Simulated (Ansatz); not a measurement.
The structure in question:

```cif
data_structure
_symmetry_space_group_name_H-M 'P 1'
_symmetry_Int_Tables_number 1
_cell_length_a 11.4457
_cell_length_b 3.1256
_cell_length_c 7.3961
_cell_angle_alpha 90.000
_cell_angle_beta 104.778
_cell_angle_gamma 90.000
_cell_volume 255.84
loop_
_atom_site_label
_atom_site_type_symbol
_atom_site_fract_x
_atom_site_fract_y
_atom_site_fract_z
_atom_site_occupancy
Al1 Al 0.05576 0.00000 0.61080 1
Al2 Al 0.11104 0.00000 0.22335 1
Al3 Al 0.27681 0.50000 0.55550 1
Al4 Al 0.44595 0.00000 0.88697 1
Ga1 Ga 0.22293 0.50000 0.94240 1
Ga2 Ga 0.39036 0.00000 0.27821 1
N1 N 0.35243 0.50000 0.81497 1
N2 N 0.01838 0.50000 0.14750 1
N3 N 0.18166 0.00000 0.48495 1
N4 N 0.23560 0.00000 0.09829 1
N5 N 0.40469 0.50000 0.43528 1
N6 N 0.06902 0.50000 0.75699 1
Al5 Al 0.55576 0.50000 0.61080 1
Al6 Al 0.61104 0.50000 0.22335 1
Al7 Al 0.77681 0.00000 0.55550 1
Al8 Al 0.94595 0.50000 0.88697 1
Ga3 Ga 0.72293 0.00000 0.94240 1
Ga4 Ga 0.89036 0.50000 0.27821 1
N7 N 0.85243 0.00000 0.81497 1
N8 N 0.51838 0.00000 0.14750 1
N9 N 0.68166 0.50000 0.48495 1
N10 N 0.73560 0.50000 0.09829 1
N11 N 0.90469 0.00000 0.43528 1
N12 N 0.56902 0.00000 0.75699 1
```

### Say what kind of structure these coordinates give.

The stoichiometry is Al2GaN3. It is base-centred monoclinic, space group Cm (No. 8). The cell has 24 atoms, namely 8 Al, 4 Ga, 12 N. Each Al has four N in a tetrahedral arrangement at 1.88 to 1.90 Å. Around each Ga lie four N in a tetrahedral arrangement at 1.93 to 1.95 Å. The coordination, counted out to bonding distance, is N 4. The bonds build a three-dimensional framework.

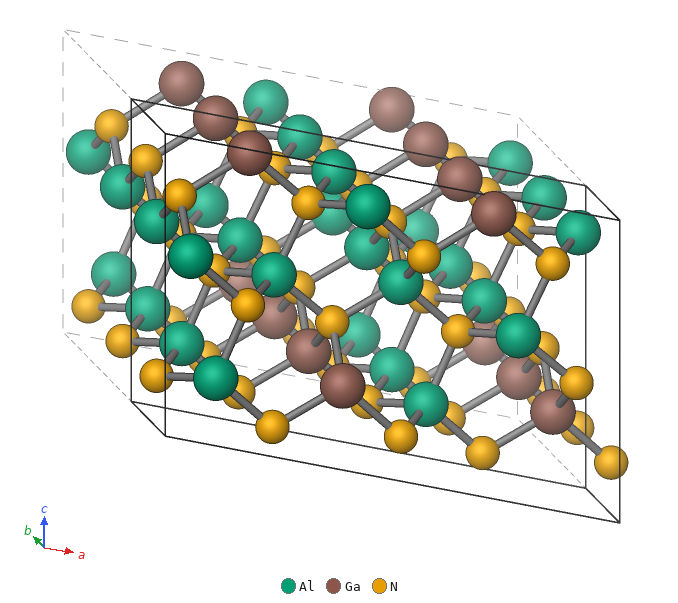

Ball-and-stick drawing of the structure, looking slightly off an axis. A block of 1×3×1 cells is shown, with one conventional unit cell in solid outline. Colours: aluminium teal, gallium brown, nitrogen orange.

The structure was taken from a structure listed in the Materials Project. It was relaxed with Ansatz 0.2.0, DFT PBEsol, scalar-relativistic, plane waves, PAW under a constraint or pressure on the cell, so some stress remains.
